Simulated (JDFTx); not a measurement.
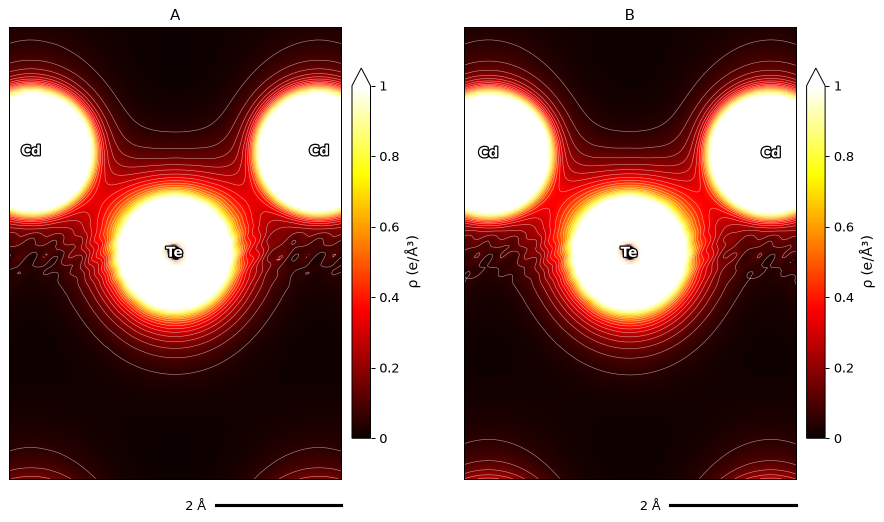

CdTe. The valence pseudo-density of two cells that differ in size, on the (11̄0) plane of each (indices in the axes of the calculation cell), at one length scale and on one colour scale; one has 32.3 and the other 34.2 Å³ an atom.

Space group F-43m.

Theory: JDFTx 1.7.0 (patched build), Kohn-Sham DFT of a periodic cell, r2SCAN, SG15-PBE-1.2.

Core electrons are replaced by pseudopotentials, and the valence fields are smoothed inside the atomic spheres.

The larger cell:

```
CELL_PARAMETERS angstrom
0.00000 3.24718 3.24718
3.24718 0.00000 3.24718
3.24718 3.24718 0.00000
ATOMIC_POSITIONS crystal
Te 0.75000 0.75000 0.75000
Cd 0.00000 0.00000 0.00000
```

The smaller cell: a = 4.502 Å, b = 4.502 Å, c = 4.502 Å, α = 60.00°, β = 60.00°, γ = 60.00°.

**Which is the denser cell? Describe the effect of the change.**

Panel B is the smaller cell, by 6 % in volume. From the larger cell to the smaller, Cd–Te goes from 2.81 to 2.76 Å, and the density at its midpoint from 0.35 to 0.38 e/Å³; the pressure goes from 0.9 to 4.0 GPa; the Kohn–Sham gap goes from 1.0 eV to 1.2 eV.
